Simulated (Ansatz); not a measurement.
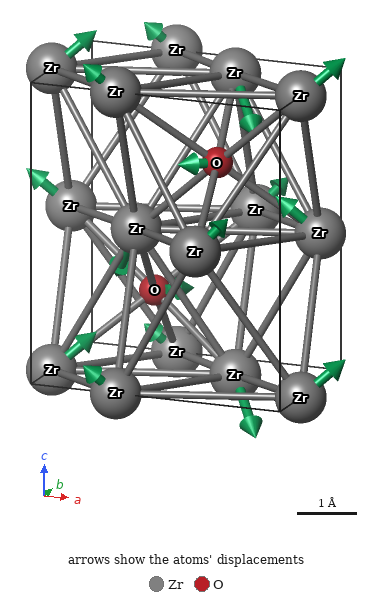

One vibrational mode of solid Zr₃O at the zone centre. Displacements are drawn as green arrows; their common scale and sign are arbitrary. Style: ball-and-stick. Shown: the cell of the calculation, slightly off an axis.

Theory: DFT PBEsol, scalar-relativistic, plane waves, PAW in Ansatz 0.2.0.

The input:
```yaml
crystal:
  lattice:
    - [5.5835012637, 0.0, 0.0]
    - [-2.7917506319, 4.8354539364, 0.0]
    - [0.0, 0.0, 5.1681962456]
  atoms:
    - { symbol: Zr, position: [0.340592471, 0.0, 0.0] }
    - { symbol: Zr, position: [0.340592471, 0.340592471, 0.5] }
    - { symbol: Zr, position: [0.0, 0.340592471, 0.0] }
    - { symbol: Zr, position: [0.659407529, 0.0, 0.5] }
    - { symbol: Zr, position: [0.659407529, 0.659407529, 0.0] }
    - { symbol: Zr, position: [0.0, 0.659407529, 0.5] }
    - { symbol: O, position: [0.3333333333, 0.6666666667, 0.25] }
    - { symbol: O, position: [0.6666666667, 0.3333333333, 0.75] }
basis:
  ecutwfc: 420
kpoints:
  mp_grid: { grid: [6, 6, 8] }
hamiltonian:
  xc: pbesol
scf:
  occupations: { method: fermi_dirac, width: 0.15 }
output:
  eigenvalues: true
phonons:
  method: dfpt
  eigenvectors: true
  qmesh: [2, 2, 2]
  temperatures: { t_max: 1000, t_step: 100 }
  qpath:
    path:
      - [[0.0, 0.0, 0.0], [0.5, 0.0, 0.0], [0.33333333, 0.33333333, 0.0], [0.0, 0.0, 0.0], [0.0, 0.0, 0.5], [0.5, 0.0, 0.5], [0.33333333, 0.33333333, 0.5], [0.0, 0.0, 0.5]]
      - [[0.5, 0.0, 0.5], [0.5, 0.0, 0.0]]
      - [[0.33333333, 0.33333333, 0.5], [0.33333333, 0.33333333, 0.0]]
    npoints: 8
```

Command:
```bash
ansatz run input.yaml --threads 4 --pin off --max-ram 12288MiB --backend cpu --events-out ev --progress --plain --runs-dir out
```

The frequencies depend somewhat on the k-mesh and the smearing.

**Give the symmetry, activity and frequency of this mode.**

This is the E₂ mode (doubly degenerate; one member of the set is drawn) at 22.6 meV, optical level 6 of 14, counted from below, Raman-active by symmetry. Atoms of one kind move against one another, with no net shift of any sublattice; the kinetic energy is shared as Zr 97 %, O 3 %.
